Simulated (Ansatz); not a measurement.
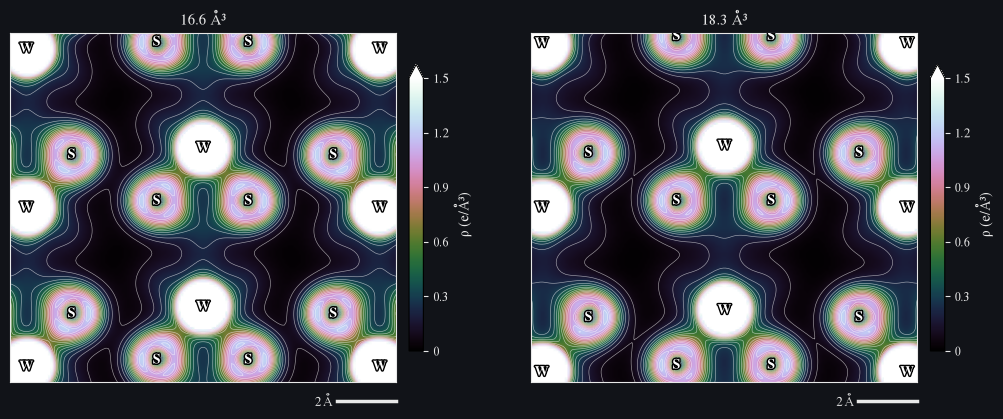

WS₂. The valence pseudo-density of cells scaled evenly to different volumes (given per atom above each panel), on the (110) plane of each (indices in the axes of the cell below), at one length scale and on one colour scale.

A structure from a database of computed crystals, not necessarily the ambient phase.

Theory: DFT PBE+D3(BJ), scalar-relativistic, plane waves, PAW (Ansatz).

The density is the valence pseudo-density of a PAW calculation; it isn't the true density close to the nuclei.

The largest cell:

```cif
data_structure
_symmetry_space_group_name_H-M 'P 1'
_symmetry_Int_Tables_number 1
_cell_length_a 3.2067
_cell_length_b 3.2067
_cell_length_c 12.3455
_cell_angle_alpha 90.000
_cell_angle_beta 90.000
_cell_angle_gamma 120.000
_cell_volume 109.94
loop_
_atom_site_label
_atom_site_type_symbol
_atom_site_fract_x
_atom_site_fract_y
_atom_site_fract_z
_atom_site_occupancy
W1 W 0.29009 0.66667 0.74993 1
W2 W 0.70991 0.33333 0.25007 1
S1 S 0.37607 0.66667 0.12038 1
S2 S 0.62394 0.33333 0.62024 1
S3 S 0.37606 0.66667 0.37976 1
S4 S 0.62393 0.33333 0.87962 1
```

| volume (Å³/atom) | W–S contact in the plane (Å) | ρ at its midpoint (e/Å³) | pressure (GPa) | gap on the mesh (eV) | 
| --- | --- | --- | --- | --- |
| 16.58 | 2.368 | 0.672 | 9.6 | 0.81 | 
| 17.01 | 2.389 | ? | ? | ? | 
| 18.32 | 2.449 | 0.586 | −7.5 | 0.93 | 

### What values belong in the row with question marks?

Over the known rows ln ρ falls by 1.69 per Å of W–S distance (the line through the two), which gives 0.649 e/Å³ at 2.389 Å; the calculation gives 0.649 e/Å³. For the pressure, a straight line in volume between the neighbouring rows gives 5.4 GPa; the calculation gives 4.5, lower because pressure rises ever faster on compression. For the gap on the mesh, a straight line in volume between the neighbouring rows gives 0.84 eV; the calculation gives 0.85.
